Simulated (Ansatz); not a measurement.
# Electron scattering at the Σ11 (332) boundary in bcc Mo with Ta (substitutional), part 2 of 2

How much does the Σ11 (332) boundary in bcc Mo with Ta (substitutional) reflect electrons?

Ansatz 0.2.0; Ansatz plane-wave DFT, PBE, PAW files; relaxation of a bicrystal slab with its lowest layers held; PAW set soft_1 (the session's first sound run).

So far. Step 2 (Relaxing the bicrystal): The largest force component on a free atom ends at 0.015 eV/Å, under the tolerance of 0.03, after 10 steps.

### Step 3. Transmission across the boundary

This step: Ansatz plane-wave DFT, PBE, PAW files; ballistic transport by layer matching (Landauer), zero bias; boundary relaxed in a short slab, bulk layers laid on; PAW set soft_1 (Ansatz 0.2.0).

System of this step: Σ11 (332) boundary in bcc Mo with Ta (substitutional). The cell holds 64 atoms: 63 Mo and 1 Ta. Cell: a = 4.451 Å, b = 5.219 Å, c = 50.694 Å, α = 90.0°, β = 90.0°, γ = 90.0°. It derives from Mo. Regions: lower grain, 26 atoms (26 Mo); boundary, 17 atoms (16 Mo and 1 Ta); upper grain, 21 atoms (21 Mo). Vacuum lies along c.

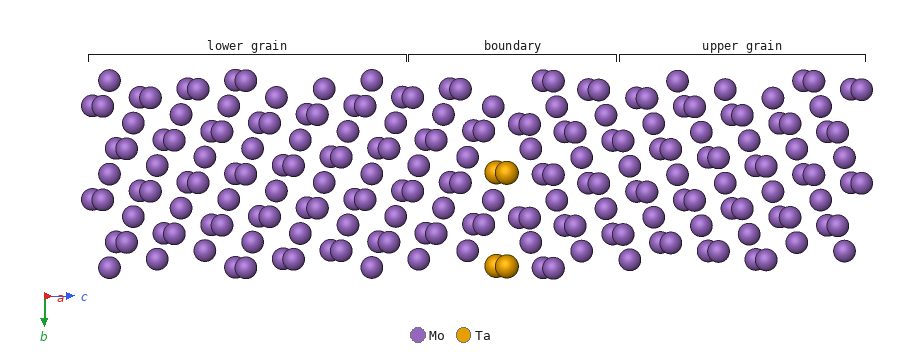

The cell of this step (molybdenum purple, tantalum orange). 1×2×1 cells are drawn. Some periodic images of atoms are drawn too.

input.yaml

```yaml
crystal:
  lattice:
    - [4.4505300808, 0.0, 0.0]
    - [0.0, 5.2187091076, 0.0]
    - [0.0, 0.0, 50.6942961977]
  atoms:
    - { symbol: Mo, position: [-17.0, 9.2727272729, 0.0789043403] }
    - { symbol: Mo, position: [-16.5, 9.0000000002, 0.0921394122] }
    - { symbol: Mo, position: [-16.0, 8.7272727275, 0.1053744841] }
    - { symbol: Mo, position: [-15.5, 8.4545454547, 0.118609556] }
    - { symbol: Mo, position: [-15.0, 8.181818182, 0.1318446279] }
    - { symbol: Mo, position: [-14.5, 7.9090909093, 0.1450796998] }
    - { symbol: Mo, position: [-14.0, 7.6363636365, 0.1583147716] }
    - { symbol: Mo, position: [-13.5, 7.3636363638, 0.1715498435] }
    - { symbol: Mo, position: [-13.0, 7.0909090911, 0.1847849154] }
    - { symbol: Mo, position: [-12.5, 6.8181818184, 0.1980199873] }
    - { symbol: Mo, position: [-12.0, 6.5454545456, 0.2112550592] }
    - { symbol: Mo, position: [-11.5, 6.2727272729, 0.2244901311] }
    - { symbol: Mo, position: [-11.0, 6.0000000002, 0.237725203] }
    - { symbol: Mo, position: [-10.5, 5.7272727274, 0.2509602749] }
    - { symbol: Mo, position: [-10.0, 5.4545454547, 0.2641953467] }
    - { symbol: Mo, position: [-9.5, 5.181818182, 0.2774304186] }
    - { symbol: Mo, position: [-9.0, 4.9090909092, 0.2906654905] }
    - { symbol: Mo, position: [-8.5, 4.6363636365, 0.3039005624] }
    - { symbol: Mo, position: [-8.0, 4.3636363638, 0.3171356343] }
    - { symbol: Mo, position: [-7.5, 4.090909091, 0.3303707062] }
    - { symbol: Mo, position: [-7.0, 3.8181818183, 0.3436057781] }
    - { symbol: Mo, position: [-6.5, 3.5454545456, 0.3568408499] }
    - { symbol: Mo, position: [-6.0, 3.2727272728, 0.3700759218] }
    - { symbol: Mo, position: [-5.5, 3.0000000001, 0.3833109937] }
    - { symbol: Mo, position: [-5.0, 2.7272727274, 0.3965460656] }
    - { symbol: Mo, position: [-4.5, 2.4545454546, 0.4097811375] }
    - { symbol: Mo, position: [0.0, 0.1818181819, 0.4230162094] }
    - { symbol: Mo, position: [0.5, 0.9125353952, 0.4353151529] }
    - { symbol: Mo, position: [0.0, 0.6365745468, 0.4489852344] }
    - { symbol: Mo, position: [0.5, 0.3654796266, 0.4628462174] }
    - { symbol: Mo, position: [0.0, 0.0925304054, 0.4758932305] }
    - { symbol: Mo, position: [0.5, 0.8224391574, 0.4895941527] }
    - { symbol: Mo, position: [0.0, 0.540094355, 0.5018632051] }
    - { symbol: Mo, position: [0.5, 0.2825546956, 0.518055196] }
    - { symbol: Ta, position: [0.0, -0.0127137967, 0.5273562625] }
    - { symbol: Mo, position: [0.0, 0.4708815005, 0.5526853404] }
    - { symbol: Mo, position: [0.5, 0.7339883302, 0.559747265] }
    - { symbol: Mo, position: [0.0, 0.0073825533, 0.5790952418] }
    - { symbol: Mo, position: [0.5, 0.2836201276, 0.5885724061] }
    - { symbol: Mo, position: [0.0, 0.5552242879, 0.6032445683] }
    - { symbol: Mo, position: [0.5, 0.8267311218, 0.6161346004] }
    - { symbol: Mo, position: [0.0, 0.1028830306, 0.6294888216] }
    - { symbol: Mo, position: [0.5, 0.3744867918, 0.6431591501] }
    - { symbol: Mo, position: [-5.0, 2.6472140645, 0.6563942219] }
    - { symbol: Mo, position: [-5.5, 2.9199413372, 0.6696292938] }
    - { symbol: Mo, position: [-6.0, 3.19266861, 0.6828643657] }
    - { symbol: Mo, position: [-6.5, 3.4653958827, 0.6960994376] }
    - { symbol: Mo, position: [-7.0, 3.7381231554, 0.7093345095] }
    - { symbol: Mo, position: [-7.5, 4.0108504281, 0.7225695814] }
    - { symbol: Mo, position: [-8.0, 4.2835777009, 0.7358046533] }
    - { symbol: Mo, position: [-8.5, 4.5563049736, 0.7490397251] }
    - { symbol: Mo, position: [-9.0, 4.8290322463, 0.762274797] }
    - { symbol: Mo, position: [-9.5, 5.1017595191, 0.7755098689] }
    - { symbol: Mo, position: [-10.0, 5.3744867918, 0.7887449408] }
    - { symbol: Mo, position: [-10.5, 5.6472140645, 0.8019800127] }
    - { symbol: Mo, position: [-11.0, 5.9199413373, 0.8152150846] }
    - { symbol: Mo, position: [-11.5, 6.19266861, 0.8284501565] }
    - { symbol: Mo, position: [-12.0, 6.4653958827, 0.8416852284] }
    - { symbol: Mo, position: [-12.5, 6.7381231555, 0.8549203002] }
    - { symbol: Mo, position: [-13.0, 7.0108504282, 0.8681553721] }
    - { symbol: Mo, position: [-13.5, 7.2835777009, 0.881390444] }
    - { symbol: Mo, position: [-14.0, 7.5563049737, 0.8946255159] }
    - { symbol: Mo, position: [-14.5, 7.8290322464, 0.9078605878] }
    - { symbol: Mo, position: [-15.0, 8.1017595191, 0.9210956597] }
kpoints:
  mp_grid: { grid: [6, 5, 1] }
hamiltonian:
  xc: pbe
  pseudopotentials: { kind: paw, azcp: { folder: soft_1 } }
scf:
  occupations: { method: fermi_dirac, width: 0.1 }
output:
  transmission:
    leads: [[14, 15], [52, 53]]
    kmesh: [14, 12]
    e_range: [-0.1, 0.1]
    de: 0.05
  write_potential: true
  write_density: true
  volumetric_format: npy
  elf: true
```

Started as:

```sh
$ ansatz run input.yaml --threads 4 --pin off --max-ram 15360MiB --backend cpu --events-out ev --progress --plain --runs-dir out
```

Numbers of over 12 decimals in the logs are rounded to 6 here.

The program printed:

```text
[...]
Crystal: 64 atoms, lattice volume = 1177.427 Å³
Basis set: ecut = 420 eV, 23079 PW (Γ)
Bands: 537, of which v1, the nominal top of the filled ones, is band 448 counted from 1 (447 counted from 0)
Symmetry: 2 space group operations
[...]
k-points: 12 of 30 (time reversal used)
[...]
SCF iter   1: F=—  HF=-322199.388749 eV  |F-HF|=—  |Δ(HF+E_count)|=         —  Δρ=1.00e-1  dr2=9.24e2  ethr=3.10e-3  ⟨swp⟩=6.0  Hψ=25712  notcnv=0
[...]
SCF iter  14: F=-322153.239034 eV  HF=-322153.239034 eV  |F-HF|=5.82e-10  |Δ(HF+E_count)|=  4.66e-10  Δρ=1.43e-7  dr2=5.73e-10  ethr=1.00e-12  ⟨swp⟩=1.0  Hψ=15325  notcnv=0
SCF 1 converged in 14 iterations: F = -322153.239034 eV  dr2 = 5.73e-10
[...]
transmission: 384 of 3808 steps passed
transmission: 768 of 3808 steps passed
[...]
transmission: 3808 of 3808 steps passed
WARN: The input density's exchange-correlation potential varies sharply where the density is thin. Do not read a vacuum level from v_tot or v_xc, or from such a field of the output density. On a cell that repeats whose density bears no net charge and no dipole along the vacuum's axis use v_es (v_loc + v_h of the components); under efield.dipole_correction with no amplitude use v_es + v_field, which holds any external [...]
SCF converged after 14 iterations
an eigenvalue changed by more than its tolerance at an iteration that met the thresholds in force, so the SCF went on 2 times: the last check was not made
the last check of whether an eigenvalue changes by more than its tolerance under the output density was not made (no_room)
Free energy (F): -322153.239034 eV
[...]
Internal energy: -322151.679999 eV  (E = F + TS)
E sigma→0 (E₀):  -322152.459517 eV
Entropy (-TS):   -1.559036 eV (-24.360 meV/atom)
Fermi energy:    17.347882 eV
[...]
--- Band table (eV; the first three rows and the last of 12) ---
  k-point 0: bands = [... 444 lower, 17.2058, 17.2853, 17.3170, 17.3575, 17.5045, 17.5967, 17.6065, 17.6721, ... 85 higher]
  k-point 1: bands = [... 444 lower, 17.1634, 17.2542, 17.2979, 17.3075, 17.3775, 17.4264, 17.4694, 17.4804, ... 85 higher]
  k-point 2: bands = [... 444 lower, 17.2611, 17.3154, 17.3399, 17.3796, 17.3967, 17.4665, 17.5440, 17.5739, ... 85 higher]
  k-point 11: bands = [... 444 lower, 17.2891, 17.3387, 17.4383, 17.4627, 17.5051, 17.5655, 17.5962, 17.6184, ... 85 higher]
--- Transmission ---
  basis      : 203 plane waves across, 68 finite elements along
  points     : 56, standing for a mesh of 14 x 12
  energies   : 5 from -0.100000 to 0.100000 eV about the Fermi level, 0.050000 eV apart; the leads are filled to 0.000000 eV, and channels, transmission and decay are at 0.000000 eV
  crystal 0  : Mo4, at the sites [14, 15], period 2.6838 Å, over 18.12 Å; its Hamiltonian steps by up to 15.8 meV
    offset         : up to 0.0000 Å between an atom of the period and one for which it stands
    channels       : 3.845238e0 a spin
    conductance    : none, the energies end too early or step too widely for 300 K: set another output.transmission.e_range or a lower de, or, where they end at an eighth of basis.ecutwfc, a higher one
[...]
channels       : 3.845238e0 a spin
[...]
junction   : crystal 0 to crystal 1, 13.06 to 36.97 Å
    transmission   : 1.695972e0 a spin
[...]
```

The job ended after 31 min (4 threads of Arm Neoverse V1, shared host; peak memory 11 GiB; 1.9 h of CPU time).

In the SCF lines HF is the Harris–Foulkes energy and dr2 the Hartree energy of the density residual, in eV; the loop may stop once dr2 is under the threshold and the program's other checks hold. Hψ counts applications of the Hamiltonian.

Numbers from this step:

```
free energy                                    : -322153.2390 eV
energy at zero smearing                        : -322152.4595 eV
Fermi energy                                   : 17.35 eV
cell area                                      : 23.23 Å²
transmission per spin nearest the Fermi level  : 1.696
open channels per spin nearest the Fermi level : 3.845
open channels per spin, upper lead             : 3.845
step of the lead's potential                   : 15.8 meV
step of the upper lead's potential             : 28.4 meV
```

Per spin. Table of transmission, zone mean by energy, zero at the Fermi level:

```tsv
energy (eV)	transmission, zone mean
-0.1000	1.63
-0.0500	1.68
0.0000	1.70
0.0500	1.69
0.1000	1.73
```

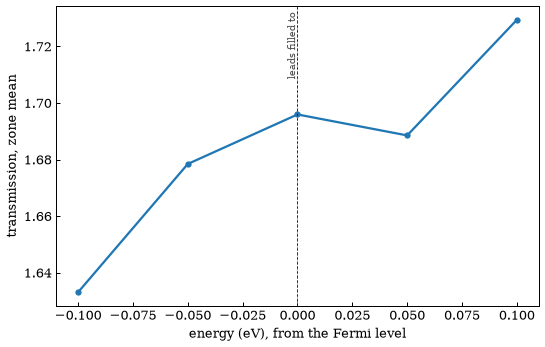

Transmission, zone mean, plotted against energy.

Per spin. Open channels, zone mean, lead = upper lead against energy, zero at the Fermi level:

```tsv
energy (eV)	open channels, zone mean, lead = upper lead
-0.1000	3.60
-0.0500	3.80
0.0000	3.85
0.0500	3.81
0.1000	3.93
```

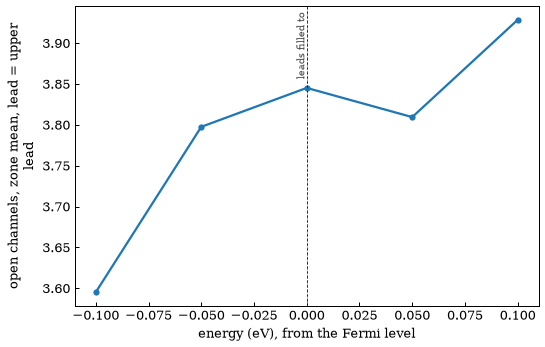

Open channels, zone mean, lead = upper lead against energy.

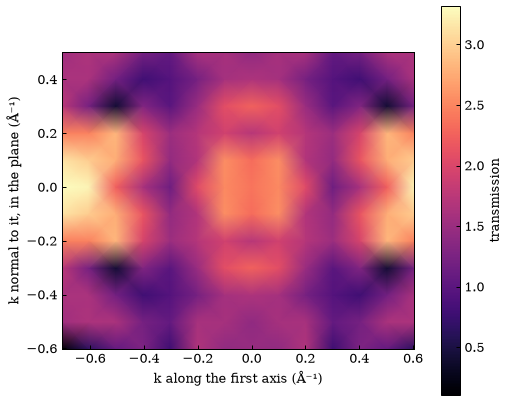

Transmission over k1 and k2. At 0.0000 eV from the Fermi level.

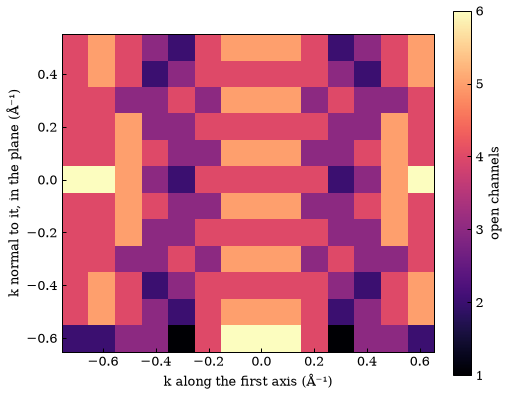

Open channels over k1 and k2. At 0.0000 eV from the Fermi level.

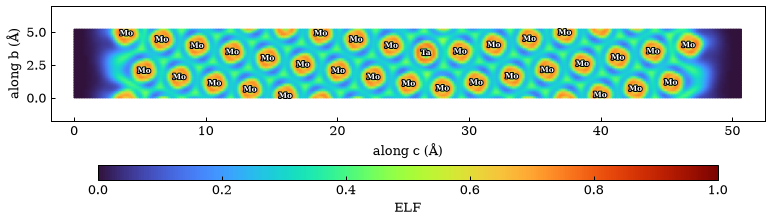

ELF in the cb plane at fractional x = 0.000, with atoms of Mo and Ta within 0.2 Å of it. It is the smooth field of the valence electrons, not physical close to the nuclei. The map starts off the cell's origin, so that atoms lie inside it.

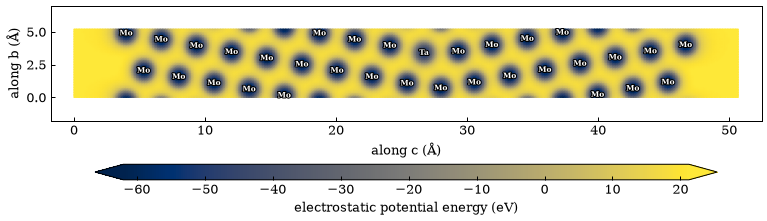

Electrostatic potential energy in the cb plane at fractional x = 0.000, with atoms of Mo and Ta within 0.2 Å of it. With pseudopotentials it is smooth inside the atoms' cores, unlike the true potential. The map starts off the cell's origin, so that atoms lie inside it.

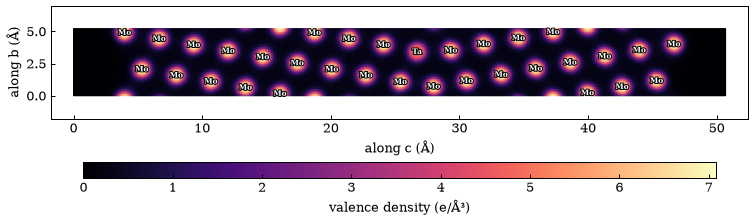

Valence density in the cb plane at fractional x = 0.000, with atoms of Mo and Ta within 0.2 Å of it. It is the smooth field of the valence electrons, not physical close to the nuclei. The map starts off the cell's origin, so that atoms lie inside it.

Over the solved energies the transmission per spin lies between 1.63 and 1.73, out of 3.80 channels of the lead on average (up to 3.93). The log calls the step of a lead's potential too much.

### Step 4. Specific resistance

This step: Ansatz plane-wave DFT, PBE, PAW files; ballistic transport by layer matching (Landauer), zero bias; specific resistance of the boundary; PAW set soft_1 (Ansatz 0.2.0).

Numbers from this step:

| Item | Value |
| --- | --- |
| area resistance | 0.9891 fΩ m² |
| T over the leads' mean channel count | 0.4440 |

Averaged over the energies near the Fermi level, 44.4 % of the channels pass, which makes 0.989 fΩ m².

By hand, with T and the leads' channels N averaged over the energies near the Fermi level: RA = A (h/2e²)(1/T − ½[1/N₁ + 1/N₂]) = 23.23×10⁻²⁰ m² × 12 906 Ω × (1/1.685 − ½[1/3.795 + 1/3.795]) = 0.989 fΩ m².

### Step 5. What came out

| Property | Result |
| --- | --- |
| specific resistance of the boundary | 0.989 fΩ m² |
| share of channels that pass | 0.444 |

**Reading.** The boundary has a specific resistance of 0.99 fΩ m². The boundary reflects 56 % of the channels; 0.99 fΩ m² is 9.9×10⁻¹² Ω·cm². That equals the resistance of 18 nm of bulk Mo at 300 K (measured 5.52 µΩ cm, CRC Handbook of Chemistry and Physics, 84th ed., 2003, Electrical Resistivity of Pure Metals). One Ta in 23.2 Å² of boundary is a high coverage. In the relaxation the upper grain slid sideways by about 0.4 Å, so the result belongs to the position that it found, not to the starting one. Each plane of this narrow cell holds one atom, so the solute fills a whole plane. One starting structure was relaxed; another shift or atom count at the boundary may lie lower. Spin-orbit coupling is left out, which matters for Ta. A lead's potential steps by up to 28 meV from period to period, which the log calls too much, so longer leads could move the result.

[Logs are printed without paths, hosts, clocks, repeated set-up lines and the standing remarks that a program may print on its own settings, such as how far it seeks lower states.]

[Hosts, paths, dates, database ids (printed as entryN), source tags and the programs' standing remarks are cut or masked in the printed files.]
